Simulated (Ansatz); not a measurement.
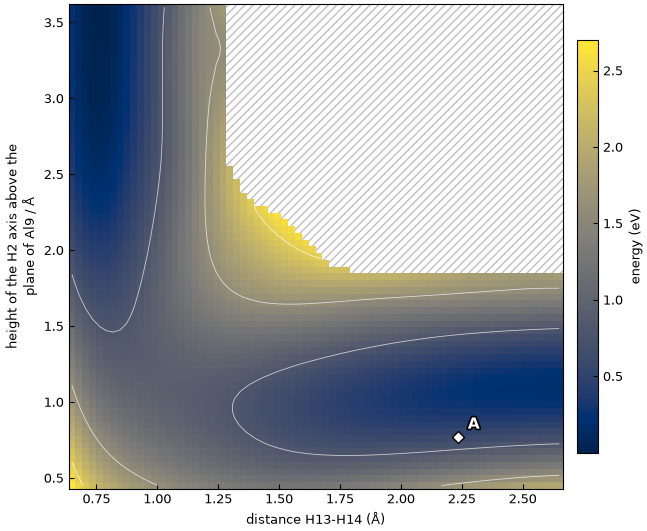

H₂ on an Al(100) slab cut from the Fm-3m phase, its upper half relaxed before the scan (12 atoms of substrate and one adsorbate in a 2 × 2 cell). 
- H2 lies flat over one site of a rigid substrate while its bond length and height are varied; it sits over a hollow of the top layer over the deeper atom Al5, heights counted from the top plane, its axis along the second surface vector.
- The first coordinate is: distance H13-H14; the second: height of the H2 axis above the plane of Al9.
- The scan uses an 8 × 9 grid. At 15 points there is no value (left out: too close to the surface, or the stretched molecule far from it).
- Points are written as (first, second).
- All energies are given in eV relative to the lowest grid point.
- All numbers below come from Ansatz 0.2.0, DFT PBE, scalar-relativistic, plane waves, PAW. Settings: cutoff 420 eV, k-mesh 5×5×1, gaussian smearing 0.1 eV, no spin polarisation.

Drawn: a smooth colour map with a few white contour lines, hatched blanks where no value was computed, the point A. Between grid points the surface is interpolated.

Q: Is A at rest? If not, where is it pushed?

A: A, at (2.235 Å, 0.77 Å), is not a stationary point. The computed force is 0.17 eV for each Å towards smaller values of distance H13-H14 and 2.4 eV for each Å towards larger values of the second coordinate.

PAW datasets: the set soft_1.
